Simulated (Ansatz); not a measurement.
**Ni: energy against total moment, part 1 of 2**

How does the energy of Ni change when the total moment of the cell is held at chosen values, and does the free SCF sit at the minimum of that curve? We look at Ni: the measured crystal structure (space group Fm-3m), with 1 atom per cell. Source: COD entry 9012981, which need not be the ambient phase.

Computed with Ansatz 0.2.0 (DFT PBE, PAW, plane waves, scalar-relativistic, unless a step's input says otherwise).

### 1 The system as given

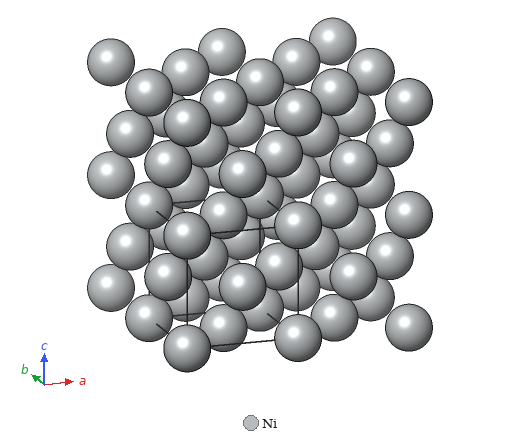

Start, viewed slightly off an axis; nickel light grey. 2×2×2 cells are drawn. Atoms on the faces are drawn again on the opposite ones. The cell drawn here is the conventional one.

Coordinates:

```
Ni
1.0
     0.00000    1.76725    1.76725
     1.76725    0.00000    1.76725
     1.76725    1.76725    0.00000
Ni
1
Direct
  0.00000 0.00000 0.00000
```

In tables a label like Ni1 counts atoms in the order of input.yaml; a structure file may count by element.

In a fixed run the two spins have Fermi levels of their own, and the moment is shared at the start among the d and f atoms with one sign. No search for lower states follows.

Site moments are integrals over atomic spheres and don't add up to the total.

### 2 Usual moment, free total moment

Input file input.yaml:

```yaml
crystal:
  lattice:
    - [0.0, 1.76725, 1.76725]
    - [1.76725, 0.0, 1.76725]
    - [1.76725, 1.76725, 0.0]
  atoms:
    - { symbol: Ni, position: [0.0, 0.0, 0.0], spin: 2.0 }
magnetization:
  spin_polarized: true
hamiltonian:
  xc: pbe
  pseudopotentials: { kind: paw }
basis:
  ecutwfc: 420
kpoints:
  mp_grid: { grid: [13, 13, 13] }
scf:
  occupations: { method: fermi_dirac, width: 0.1 }
  lower_state_search: "off"
output:
  forces: true
  stress: true
  write_density: true
  write_potential: true
  elf: true
  volumetric_format: npy
```

Run with:

```bash
> ansatz run input.yaml --threads 2 --pin off --max-ram 5120MiB --backend cpu --events-out ev --progress --plain --runs-dir out
```

What it wrote, shortened:

```text
[...]
Pseudopotentials: kind: paw
Pseudopotential: Ni, paw, valence charge 18, recommended cutoff 420 eV (normal), Ni.paw.azcp
Functional definition: PBE
[...]
Crystal: 1 atoms, lattice volume = 11.039 Å³
Basis set: ecut = 420 eV, 181 PW (Γ), exchange–correlation on 36×36×36 points (8 copies of the dense FFT grid, shifted against one another)
Bands: 14, of which v1, the nominal top of the filled ones, is band 9 counted from 1 (8 counted from 0)
Symmetry: 48 space group operations
Space group: Fm-3m (ITA 225), of the structure as read, at distance tolerance 2.2e-5 Å
Magnetic group: BNS 225.116 (UNI 1618), of the structure as read, at distance tolerance 2.2e-5 Å
k-points: 84 of 2197
[...]
Starting moments: Σ|m| = 2 μB on 1 of 1 site
[...]
SCF iter   1: F=—  HF=-5839.473524 eV  |F-HF|=—  |Δ(HF+E_count)|=         —  Δρ=1.27e-1 (↑1.13e-1 ↓1.27e-1)  dr2=1.25e-2  dr2_m=1.45e0  M=0.942 μB ∫|m|=1.047 μB  β_m=0.30  ethr=7.20e-5  ⟨swp⟩=1.0  Hψ=16011  notcnv=0
[...]
spin-set hold released at iteration 1 (the charge has settled, or the pull on large starting moments outlasts its swing): the magnetisation degrees of freedom join the quasi-Newton model from the next iteration; the mixer history was flushed
[...]
SCF iter  10: F=-5839.748810 eV  HF=-5839.748810 eV  |F-HF|=5.46e-12  |Δ(HF+E_count)|=  6.97e-10  Δρ=6.51e-7 (↑2.75e-7 ↓6.51e-7)  dr2=2.19e-11  dr2_m=1.40e-11  M=0.630 μB ∫|m|=0.718 μB  ethr=7.47e-11  ⟨swp⟩=4.9  Hψ=11373  notcnv=0
[...]
SCF converged after 10 iterations
Magnetization: 0.6296 μB (9.3148 up, 8.6852 down)
Absolute magnetization: 0.7183 μB (∫|ρ↑−ρ↓|, with the PAW one-centre terms)
Spin contamination: 0.0070 ħ² per cell (⟨S²⟩ above its minimum at these occupations)
Per-site moments (μB) at R_I (Å): [(0.667322851101203, 1.0309484287178392)]
Free energy (F): -5839.748810 eV
[...]
E sigma→0 (E₀):  -5839.722766 eV
Entropy (-TS):   -0.052088 eV (-52.088 meV/atom)
Fermi energy:    17.850151 eV
[...]
--- Forces (eV/Å), atoms counted from 1 ---
  atom   1  Ni    -0.00000000     0.00000000     0.00000000
[...]
--- Stress (GPa, compression-positive) ---
       -2.350129      -0.000000       0.000000
       -0.000000      -2.350129      -0.000000
       -0.000000      -0.000000      -2.350129
  P = ⅓ Tr σ = -2.3501 GPa (-23.501 kbar)
--- Band table (eV; the first three rows and the last of 168) ---
  k-point 0 ↑: bands = ["-85.7883", "-46.0520", "-46.0520", "-46.0520", "8.8281", "15.4395", "15.4395", "15.4395", "16.5922", "16.5922", "41.2236", "45.0818", "45.0818", "45.0818"]
[...]
```

It took 2.1 s on 2 threads of Arm Neoverse V1, shared host; peak memory 0.26 GiB.

Site moments Ni1 0.67 μB, total 0.63 μB.

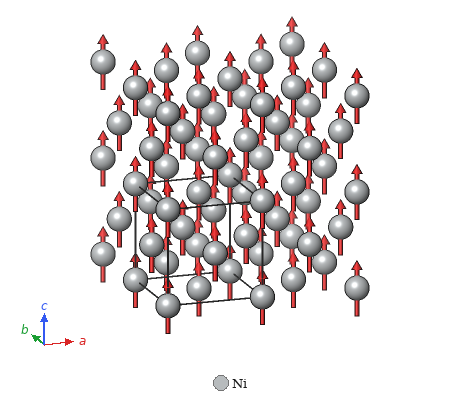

The site moments of this run as arrows (red and blue are opposite signs).

The maps below are laid out on this run's own conventional cell (a, b, c = 3.534, 3.534, 3.534 Å).

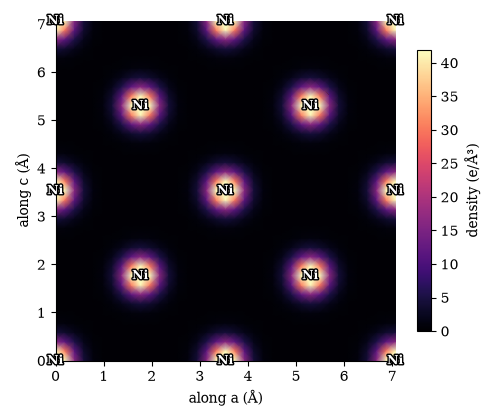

Density in a lattice plane of the grid's cell (edges 3.53 and 3.53 Å, at 0.000 of the third edge), which holds Ni. Only atoms in the plane are labelled; the density scale stops at 41.89 e/Å³. It is the smooth density of the valence electrons, not physical close to the nuclei.

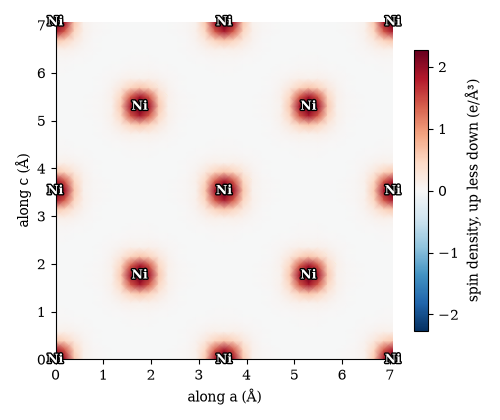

Spin density in a lattice plane of the grid's cell (edges 3.53 and 3.53 Å, at 0.000 of the third edge), which holds Ni.

### 3 Total moment fixed at 0.0 μB

Input file input.yaml:

```yaml
crystal:
  lattice:
    - [0.0, 1.76725, 1.76725]
    - [1.76725, 0.0, 1.76725]
    - [1.76725, 1.76725, 0.0]
  atoms:
    - { symbol: Ni, position: [0.0, 0.0, 0.0] }
magnetization:
  spin_polarized: true
  initial_magnetization: 0.0
  spin_locking: { lock_magnetization: hard }
hamiltonian:
  xc: pbe
  pseudopotentials: { kind: paw }
basis:
  ecutwfc: 420
kpoints:
  mp_grid: { grid: [13, 13, 13] }
scf:
  occupations: { method: fermi_dirac, width: 0.1 }
  lower_state_search: "off"
  max_iter: 150
output:
  forces: true
  stress: true
```

Run with:

```bash
> ansatz run input.yaml --threads 2 --pin off --max-ram 5120MiB --backend cpu --events-out ev --progress --plain --runs-dir out
```

What it wrote, shortened:

```text
Warning: output.stress: scf.convergence.dr2_threshold = 1e-7 eV (the SCF's general default) is looser than the 1e-10 eV advised for a printed stress (1e-10 eV for each atom of the cell: 1). What an SCF threshold leaves in a stress goes as its square root, and in the free energy as the [...]
[... 10 lines as in an earlier run ...]
Bands: 13, of which v1, the nominal top of the filled ones, is band 9 counted from 1 (8 counted from 0)
[... 9 lines as in an earlier run ...]
[...]
SCF iter   1: F=—  HF=-5839.714235 eV  |F-HF|=—  |Δ(HF+E_count)|=         —  Δρ=2.00e-2 (↑2.00e-2 ↓2.00e-2)  dr2=7.51e-2  dr2_m=0.00e0  M=0.000 μB ∫|m|=0.000 μB  β_m=0.30  ethr=4.25e-4  ⟨swp⟩=1.0  Hψ=7441  notcnv=0
[...]
SCF iter   7: F=-5839.708663 eV  HF=-5839.708663 eV  |F-HF|=2.99e-10  |Δ(HF+E_count)|=  1.17e-10  Δρ=1.35e-6 (↑1.35e-6 ↓1.35e-6)  dr2=4.27e-10  dr2_m=0.00e0  M=0.000 μB ∫|m|=0.000 μB  ethr=1.93e-10  ⟨swp⟩=2.3  Hψ=3452  notcnv=0
[...]
SCF converged after 7 iterations
Stability checked in part: among states of this total moment the steps that led to this state did not find it unstable. No probe was made; neither looks for a lower state of another moment (fixed_total_moment; see scf.lower_state_search)
Magnetization: 0.0000 μB (9.0000 up, 9.0000 down)
Absolute magnetization: 0.0000 μB (∫|ρ↑−ρ↓|)
Spin contamination: 0.0000 ħ² per cell (⟨S²⟩ above its minimum at these occupations)
Per-site moments (μB) at R_I (Å): [(0.0, 1.0309484287178392)]
Free energy (F): -5839.708663 eV
[...]
E sigma→0 (E₀):  -5839.663115 eV
Entropy (-TS):   -0.091096 eV (-91.096 meV/atom)
Fermi energy:    17.689877 (↑ 17.689877, ↓ 17.689877) eV
[...]
--- Forces (eV/Å), atoms counted from 1 ---
  atom   1  Ni    -0.00000000     0.00000000     0.00000000
[...]
--- Stress (GPa, compression-positive) ---
       -3.135929       0.000000      -0.000000
        0.000000      -3.135929      -0.000000
        0.000000       0.000000      -3.135929
  P = ⅓ Tr σ = -3.1359 GPa (-31.359 kbar)
```

It took 0.82 s on 2 threads of Arm Neoverse V1, shared host; peak memory 0.25 GiB.

Site moments Ni1 0.00 μB, total 0.00 μB; the free energy is 40 meV per cell above that of step 2.

### 4 Total moment fixed at 0.48 μB

input.yaml, as its differences from that of step 3:

```diff
@@ -6,6 +6,6 @@
   atoms:
-    - { symbol: Ni, position: [0.0, 0.0, 0.0] }
+    - { symbol: Ni, position: [0.0, 0.0, 0.0], spin: 0.48 }
 magnetization:
   spin_polarized: true
-  initial_magnetization: 0.0
+  initial_magnetization: 0.48
   spin_locking: { lock_magnetization: hard }
```

Run with:

```bash
> ansatz run input.yaml --threads 2 --pin off --max-ram 5120MiB --backend cpu --events-out ev --progress --plain --runs-dir out
```

What it wrote, shortened:

```text
[... 20 lines as in an earlier run ...]
Starting moments: Σ|m| = 0.48 μB on 1 of 1 site
[... 2 lines as in an earlier run ...]
[...]
SCF iter   1: F=—  HF=-5839.730815 eV  |F-HF|=—  |Δ(HF+E_count)|=         —  Δρ=3.18e-2 (↑3.18e-2 ↓1.23e-2)  dr2=7.00e-2  dr2_m=2.12e-2  M=0.480 μB ∫|m|=0.498 μB  β_m=0.30  ethr=3.99e-4  ⟨swp⟩=1.0  Hψ=16027  notcnv=0
[...]
SCF iter   8: F=-5839.737835 eV  HF=-5839.737835 eV  |F-HF|=1.18e-10  |Δ(HF+E_count)|=   4.68e-9  Δρ=1.42e-6 (↑7.52e-7 ↓1.42e-6)  dr2=7.39e-11  dr2_m=9.73e-11  M=0.480 μB ∫|m|=0.559 μB  ethr=1.62e-12  ⟨swp⟩=1.0  Hψ=6960  notcnv=0
[...]
SCF converged after 8 iterations
[... 1 line as in an earlier run ...]
Magnetization: 0.4800 μB (9.2400 up, 8.7600 down)
Absolute magnetization: 0.5597 μB (∫|ρ↑−ρ↓|, with the PAW one-centre terms)
Spin contamination: 0.0061 ħ² per cell (⟨S²⟩ above its minimum at these occupations)
Per-site moments (μB) at R_I (Å): [(0.5132063484978073, 1.0309484287178392)]
Free energy (F): -5839.737835 eV
[...]
E sigma→0 (E₀):  -5839.703681 eV
Entropy (-TS):   -0.068308 eV (-68.308 meV/atom)
Fermi energy:    17.729121 (↑ 17.629253, ↓ 17.828988) eV
[... 15 lines left out: energy terms ...]
--- Forces (eV/Å), atoms counted from 1 ---
  atom   1  Ni    -0.00000000     0.00000000    -0.00000000
[...]
--- Stress (GPa, compression-positive) ---
       -2.700853       0.000000       0.000000
        0.000000      -2.700853       0.000000
        0.000000      -0.000000      -2.700853
  P = ⅓ Tr σ = -2.7009 GPa (-27.009 kbar)
```

It took 1.4 s on 2 threads of Arm Neoverse V1, shared host; peak memory 0.26 GiB.

Moments: Ni1 0.51 μB; total 0.48 μB per cell; the free energy is 11 meV per cell above that of step 2.

### 5 Total moment fixed at 0.95 μB

input.yaml, as its differences from that of step 4:

```diff
@@ -6,6 +6,6 @@
   atoms:
-    - { symbol: Ni, position: [0.0, 0.0, 0.0], spin: 0.48 }
+    - { symbol: Ni, position: [0.0, 0.0, 0.0], spin: 0.95 }
 magnetization:
   spin_polarized: true
-  initial_magnetization: 0.48
+  initial_magnetization: 0.95
   spin_locking: { lock_magnetization: hard }
```

Run with:

```bash
> ansatz run input.yaml --threads 2 --pin off --max-ram 5120MiB --backend cpu --events-out ev --progress --plain --runs-dir out
```

What it wrote, shortened:

```text
[... 20 lines as in an earlier run ...]
Starting moments: Σ|m| = 0.95 μB on 1 of 1 site
[... 2 lines as in an earlier run ...]
[...]
SCF iter   1: F=—  HF=-5839.659974 eV  |F-HF|=—  |Δ(HF+E_count)|=         —  Δρ=2.95e-2 (↑2.95e-2 ↓1.66e-2)  dr2=1.97e-2  dr2_m=4.23e-2  M=0.950 μB ∫|m|=0.950 μB  β_m=0.30  ethr=1.14e-4  ⟨swp⟩=1.0  Hψ=16027  notcnv=0
[...]
SCF iter   8: F=-5839.685123 eV  HF=-5839.685123 eV  |F-HF|=5.50e-10  |Δ(HF+E_count)|=   4.57e-8  Δρ=3.59e-6 (↑1.05e-6 ↓3.59e-6)  dr2=1.11e-9  dr2_m=2.06e-10  M=0.950 μB ∫|m|=0.990 μB  ethr=5.92e-11  ⟨swp⟩=1.5  Hψ=7074  notcnv=0
[...]
SCF converged after 8 iterations
[... 1 line as in an earlier run ...]
Magnetization: 0.9500 μB (9.4750 up, 8.5250 down)
Absolute magnetization: 0.9908 μB (∫|ρ↑−ρ↓|, with the PAW one-centre terms)
Spin contamination: 0.0073 ħ² per cell (⟨S²⟩ above its minimum at these occupations)
Per-site moments (μB) at R_I (Å): [(0.9685506010496927, 1.0309484287178392)]
Free energy (F): -5839.685123 eV
[...]
E sigma→0 (E₀):  -5839.662292 eV
Entropy (-TS):   -0.045662 eV (-45.662 meV/atom)
Fermi energy:    18.214266 (↑ 18.643979, ↓ 17.784554) eV
[... 15 lines left out: energy terms ...]
--- Forces (eV/Å), atoms counted from 1 ---
  atom   1  Ni    -0.00000000     0.00000000    -0.00000000
[...]
--- Stress (GPa, compression-positive) ---
        0.263214      -0.000000      -0.000000
        0.000000       0.263214      -0.000000
        0.000000      -0.000000       0.263214
  P = ⅓ Tr σ = 0.2632 GPa (2.632 kbar)
```

Run time: 1.5 s. Hardware: 2 threads of Arm Neoverse V1, shared host; peak memory 0.26 GiB.

Moments: Ni1 0.97 μB; total 0.95 μB per cell; the free energy is 64 meV per cell above that of step 2.

### 6 Total moment fixed at 1.43 μB

input.yaml, as its differences from that of step 5:

```diff
@@ -6,6 +6,6 @@
   atoms:
-    - { symbol: Ni, position: [0.0, 0.0, 0.0], spin: 0.95 }
+    - { symbol: Ni, position: [0.0, 0.0, 0.0], spin: 1.43 }
 magnetization:
   spin_polarized: true
-  initial_magnetization: 0.95
+  initial_magnetization: 1.43
   spin_locking: { lock_magnetization: hard }
```

Run with:

```bash
> ansatz run input.yaml --threads 2 --pin off --max-ram 5120MiB --backend cpu --events-out ev --progress --plain --runs-dir out
```

What it wrote, shortened:

```text
[... 20 lines as in an earlier run ...]
Starting moments: Σ|m| = 1.43 μB on 1 of 1 site
[... 2 lines as in an earlier run ...]
[...]
SCF iter   1: F=—  HF=-5839.251651 eV  |F-HF|=—  |Δ(HF+E_count)|=         —  Δρ=2.61e-2 (↑1.03e-2 ↓2.61e-2)  dr2=4.28e-2  dr2_m=2.39e-2  M=1.430 μB ∫|m|=1.430 μB  β_m=0.30  ethr=2.31e-4  ⟨swp⟩=1.0  Hψ=16033  notcnv=0
[...]
SCF iter   8: F=-5839.261407 eV  HF=-5839.261407 eV  |F-HF|=1.24e-9  |Δ(HF+E_count)|=   1.79e-8  Δρ=4.09e-6 (↑1.29e-6 ↓4.09e-6)  dr2=1.74e-9  dr2_m=2.10e-10  M=1.430 μB ∫|m|=1.430 μB  ethr=1.26e-10  ⟨swp⟩=2.3  Hψ=7191  notcnv=0
[...]
SCF converged after 8 iterations
[... 1 line as in an earlier run ...]
Magnetization: 1.4300 μB (9.7150 up, 8.2850 down)
Absolute magnetization: 1.4300 μB (∫|ρ↑−ρ↓|, with the PAW one-centre terms)
Spin contamination: 0.0047 ħ² per cell (⟨S²⟩ above its minimum at these occupations)
Per-site moments (μB) at R_I (Å): [(1.3679240080076673, 1.0309484287178392)]
Free energy (F): -5839.261407 eV
[...]
E sigma→0 (E₀):  -5839.239034 eV
Entropy (-TS):   -0.044746 eV (-44.746 meV/atom)
Fermi energy:    18.891554 (↑ 20.291247, ↓ 17.491861) eV
[...]
--- Forces (eV/Å), atoms counted from 1 ---
  atom   1  Ni    -0.00000000     0.00000000     0.00000000
[...]
--- Stress (GPa, compression-positive) ---
        7.664326      -0.000000       0.000000
       -0.000000       7.664326       0.000000
        0.000000      -0.000000       7.664326
  P = ⅓ Tr σ = 7.6643 GPa (76.643 kbar)
```

It took 1.4 s on 2 threads of Arm Neoverse V1, shared host; peak memory 0.26 GiB.

Moments: Ni1 1.37 μB; total 1.43 μB per cell; the free energy is 487 meV per cell above that of step 2.

### 7 Total moment fixed at 1.9 μB

input.yaml, as its differences from that of step 6:

```diff
@@ -6,6 +6,6 @@
   atoms:
-    - { symbol: Ni, position: [0.0, 0.0, 0.0], spin: 1.43 }
+    - { symbol: Ni, position: [0.0, 0.0, 0.0], spin: 1.9 }
 magnetization:
   spin_polarized: true
-  initial_magnetization: 1.43
+  initial_magnetization: 1.9
   spin_locking: { lock_magnetization: hard }
```

Run with:

```bash
> ansatz run input.yaml --threads 2 --pin off --max-ram 5120MiB --backend cpu --events-out ev --progress --plain --runs-dir out
```

What it wrote, shortened:

```text
[... 20 lines as in an earlier run ...]
Starting moments: Σ|m| = 1.9 μB on 1 of 1 site
[... 2 lines as in an earlier run ...]
[...]
SCF iter   1: F=—  HF=-5838.400501 eV  |F-HF|=—  |Δ(HF+E_count)|=         —  Δρ=3.56e-2 (↑3.32e-2 ↓3.56e-2)  dr2=3.32e-1  dr2_m=7.93e-3  M=1.900 μB ∫|m|=1.900 μB  β_m=0.30  ethr=1.82e-3  ⟨swp⟩=1.0  Hψ=16003  notcnv=0
[...]
SCF iter   8: F=-5838.349184 eV  HF=-5838.349184 eV  |F-HF|=4.17e-10  |Δ(HF+E_count)|=   6.64e-8  Δρ=1.89e-6 (↑1.29e-6 ↓1.89e-6)  dr2=6.04e-10  dr2_m=4.38e-11  M=1.900 μB ∫|m|=1.900 μB  ethr=1.13e-10  ⟨swp⟩=1.8  Hψ=7285  notcnv=0
[...]
SCF converged after 8 iterations
[... 1 line as in an earlier run ...]
Magnetization: 1.9000 μB (9.9500 up, 8.0500 down)
Absolute magnetization: 1.9000 μB (∫|ρ↑−ρ↓|, with the PAW one-centre terms)
Spin contamination: 0.0027 ħ² per cell (⟨S²⟩ above its minimum at these occupations)
Per-site moments (μB) at R_I (Å): [(1.7267520758632342, 1.0309484287178392)]
Free energy (F): -5838.349184 eV
[...]
E sigma→0 (E₀):  -5838.326392 eV
Entropy (-TS):   -0.045584 eV (-45.584 meV/atom)
Fermi energy:    19.834629 (↑ 22.538279, ↓ 17.130980) eV
[... 15 lines left out: energy terms ...]
--- Forces (eV/Å), atoms counted from 1 ---
  atom   1  Ni    -0.00000000     0.00000000     0.00000000
[...]
--- Stress (GPa, compression-positive) ---
       19.646021       0.000000      -0.000000
       -0.000000      19.646021       0.000000
       -0.000000       0.000000      19.646021
  P = ⅓ Tr σ = 19.6460 GPa (196.460 kbar)
```

Run time: 1.4 s. Hardware: 2 threads of Arm Neoverse V1, shared host; peak memory 0.26 GiB.

Moments: Ni1 1.73 μB; total 1.90 μB per cell; the free energy is 1400 meV per cell above that of step 2.

### 8 Total moment fixed at 0.24 μB

input.yaml, as its differences from that of step 7:

```diff
@@ -6,6 +6,6 @@
   atoms:
-    - { symbol: Ni, position: [0.0, 0.0, 0.0], spin: 1.9 }
+    - { symbol: Ni, position: [0.0, 0.0, 0.0], spin: 0.24 }
 magnetization:
   spin_polarized: true
-  initial_magnetization: 1.9
+  initial_magnetization: 0.24
   spin_locking: { lock_magnetization: hard }
```

Run with:

```bash
> ansatz run input.yaml --threads 2 --pin off --max-ram 5120MiB --backend cpu --events-out ev --progress --plain --runs-dir out
```

What it wrote, shortened:

```text
[... 20 lines as in an earlier run ...]
Starting moments: Σ|m| = 0.24 μB on 1 of 1 site
[... 2 lines as in an earlier run ...]
[...]
SCF iter   1: F=—  HF=-5839.719005 eV  |F-HF|=—  |Δ(HF+E_count)|=         —  Δρ=2.59e-2 (↑2.59e-2 ↓1.49e-2)  dr2=7.41e-2  dr2_m=5.56e-3  M=0.240 μB ∫|m|=0.250 μB  β_m=0.30  ethr=4.22e-4  ⟨swp⟩=1.0  Hψ=16031  notcnv=0
[...]
SCF iter   8: F=-5839.716731 eV  HF=-5839.716731 eV  |F-HF|=9.64e-11  |Δ(HF+E_count)|=   1.02e-8  Δρ=2.00e-6 (↑1.46e-6 ↓2.00e-6)  dr2=5.32e-10  dr2_m=1.19e-10  M=0.240 μB ∫|m|=0.282 μB  ethr=1.60e-11  ⟨swp⟩=1.8  Hψ=7081  notcnv=0
[...]
SCF converged after 8 iterations
[... 1 line as in an earlier run ...]
Magnetization: 0.2400 μB (9.1200 up, 8.8800 down)
Absolute magnetization: 0.2827 μB (∫|ρ↑−ρ↓|, with the PAW one-centre terms)
Spin contamination: 0.0021 ħ² per cell (⟨S²⟩ above its minimum at these occupations)
Per-site moments (μB) at R_I (Å): [(0.2576197407341533, 1.0309484287178392)]
Free energy (F): -5839.716731 eV
[...]
E sigma→0 (E₀):  -5839.673917 eV
Entropy (-TS):   -0.085628 eV (-85.628 meV/atom)
Fermi energy:    17.696476 (↑ 17.630996, ↓ 17.761955) eV
[... 15 lines left out: energy terms ...]
--- Forces (eV/Å), atoms counted from 1 ---
  atom   1  Ni    -0.00000000     0.00000000     0.00000000
[...]
--- Stress (GPa, compression-positive) ---
       -3.027517      -0.000000       0.000000
       -0.000000      -3.027517       0.000000
       -0.000000      -0.000000      -3.027517
  P = ⅓ Tr σ = -3.0275 GPa (-30.275 kbar)
```

Wall time 1.4 s (2 threads of Arm Neoverse V1, shared host); peak memory 0.26 GiB.

Site moments Ni1 0.26 μB, total 0.24 μB; the free energy is 32 meV per cell above that of step 2.

### 9 Total moment fixed at 0.71 μB

input.yaml, as its differences from that of step 8:

```diff
@@ -6,6 +6,6 @@
   atoms:
-    - { symbol: Ni, position: [0.0, 0.0, 0.0], spin: 0.24 }
+    - { symbol: Ni, position: [0.0, 0.0, 0.0], spin: 0.71 }
 magnetization:
   spin_polarized: true
-  initial_magnetization: 0.24
+  initial_magnetization: 0.71
   spin_locking: { lock_magnetization: hard }
```

Run with:

```bash
> ansatz run input.yaml --threads 2 --pin off --max-ram 5120MiB --backend cpu --events-out ev --progress --plain --runs-dir out
```

What it wrote, shortened:

```text
[... 20 lines as in an earlier run ...]
Starting moments: Σ|m| = 0.71 μB on 1 of 1 site
[... 2 lines as in an earlier run ...]
[...]
SCF iter   1: F=—  HF=-5839.725601 eV  |F-HF|=—  |Δ(HF+E_count)|=         —  Δρ=3.35e-2 (↑3.35e-2 ↓1.31e-2)  dr2=5.05e-2  dr2_m=3.64e-2  M=0.710 μB ∫|m|=0.722 μB  β_m=0.30  ethr=2.89e-4  ⟨swp⟩=1.0  Hψ=16038  notcnv=0
[...]
SCF iter   8: F=-5839.743409 eV  HF=-5839.743409 eV  |F-HF|=1.27e-10  |Δ(HF+E_count)|=   1.15e-8  Δρ=1.80e-6 (↑9.96e-7 ↓1.80e-6)  dr2=3.97e-10  dr2_m=5.85e-11  M=0.710 μB ∫|m|=0.790 μB  ethr=6.41e-12  ⟨swp⟩=1.0  Hψ=6932  notcnv=0
[...]
SCF converged after 8 iterations
[... 1 line as in an earlier run ...]
Magnetization: 0.7100 μB (9.3550 up, 8.6450 down)
Absolute magnetization: 0.7907 μB (∫|ρ↑−ρ↓|, with the PAW one-centre terms)
Spin contamination: 0.0071 ħ² per cell (⟨S²⟩ above its minimum at these occupations)
Per-site moments (μB) at R_I (Å): [(0.7449531939641454, 1.0309484287178392)]
Free energy (F): -5839.743409 eV
[...]
E sigma→0 (E₀):  -5839.717067 eV
Entropy (-TS):   -0.052684 eV (-52.684 meV/atom)
Fermi energy:    17.961236 (↑ 18.080237, ↓ 17.842236) eV
[... 15 lines left out: energy terms ...]
--- Forces (eV/Å), atoms counted from 1 ---
  atom   1  Ni    -0.00000000     0.00000000     0.00000000
[...]
--- Stress (GPa, compression-positive) ---
       -1.847485       0.000000       0.000000
        0.000000      -1.847485       0.000000
        0.000000      -0.000000      -1.847485
  P = ⅓ Tr σ = -1.8475 GPa (-18.475 kbar)
```

It took 1.4 s on 2 threads of Arm Neoverse V1, shared host; peak memory 0.26 GiB.

Moments: Ni1 0.74 μB; total 0.71 μB per cell; the free energy is 5 meV per cell above that of step 2.

(Continued in part 2 of 2.)
